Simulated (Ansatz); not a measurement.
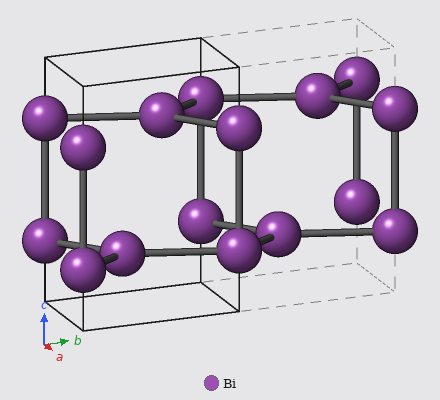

Bi (P6_3/mmc, No. 194): the end point of a relaxation with Ansatz 0.2.0, DFT PBE, scalar-relativistic, plane waves, PAW; the starting structure was generated, so it need not be a known form of this composition.

```
Bi
1.0
     5.40410    0.00000    0.00000
    -2.70205    4.68009    0.00000
     0.00000    0.00000    6.49190
Bi
4
Direct
  0.00000 0.00000 0.25000
  0.00000 0.00000 0.75000
  0.33333 0.66667 0.75000
  0.66667 0.33333 0.25000
```

> What will a Z-contrast image along [001] show? Simulation: incoherent imaging, intensity Z^1.7 per atom, probe width 1.30 Å, thin sample. The display is stretched by a gamma of 0.65; percentages refer to the linear signal. Shot noise and a slight drift were added.

The columns repeat on a hexagonal net with a repeat of 5.40 Å (plane group p6mm). The brightest columns hold 2 Bi per repeat; in falling brightness follow 1 Bi (about 50 %). Brightness is counted from the darkest point of the image. The shortest distance between visible columns is 3.12 Å in projection. Along the beam the structure repeats every 6.49 Å.

```
column  atoms along the beam per repeat  peak brightness
    Bi                             2 Bi            100 %
    Bi                             1 Bi             50 %
```

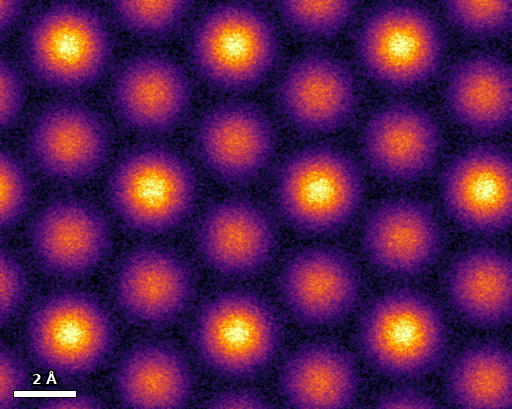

The simulated image.
